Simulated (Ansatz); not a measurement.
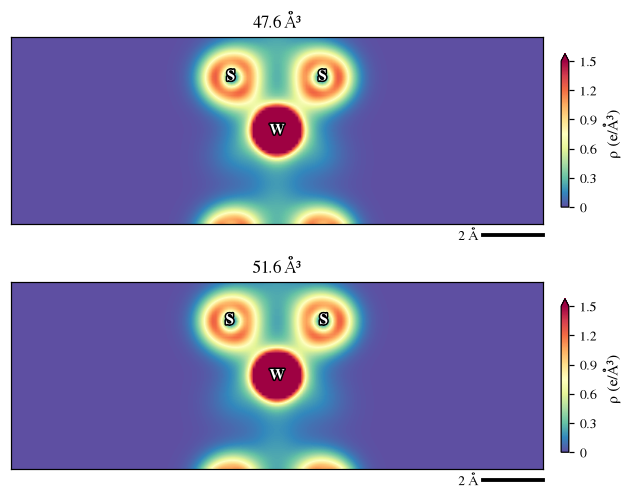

WS₂. The valence electron density of cells scaled evenly to different volumes (given per atom above each panel), on the (110) plane of each (indices in the axes of the cell below), at one length scale and on one colour scale.

A structure from a database of computed crystals, not necessarily the ambient phase.

Theory: Kohn-Sham DFT of a periodic cell, PBEsol, Ansatz PAW in Ansatz 0.2.0.

The largest cell:

```
CELL_PARAMETERS angstrom
3.22541 0.00000 0.00000
-1.61270 2.79329 0.00000
0.00000 0.00000 17.17364
ATOMIC_POSITIONS crystal
W 0.00000 0.00000 0.00000
S 0.33333 0.66667 0.09200
S 0.33333 0.66667 0.90800
```

| volume (Å³/atom) | W–S contact in the plane (Å) | ρ at its midpoint (e/Å³) | pressure (GPa) | gap on the mesh (eV) | 
| --- | --- | --- | --- | --- |
| 47.61 | 2.378 | 0.663 | 1.4 | 2.10 | 
| 49.59 | 2.410 | ? | ? | ? | 
| 51.58 | 2.442 | 0.595 | −3.1 | 1.87 | 

> Estimate the missing row, and compare with the calculation.

Over the known rows ln ρ falls by 1.69 per Å of W–S distance (the line through the two), which gives 0.628 e/Å³ at 2.410 Å; the calculation gives 0.627 e/Å³. For the pressure, a straight line in volume between the neighbouring rows gives −0.8 GPa; the calculation gives −1.1. For the gap on the mesh, a straight line in volume between the neighbouring rows gives 1.99 eV; the calculation gives 1.98.
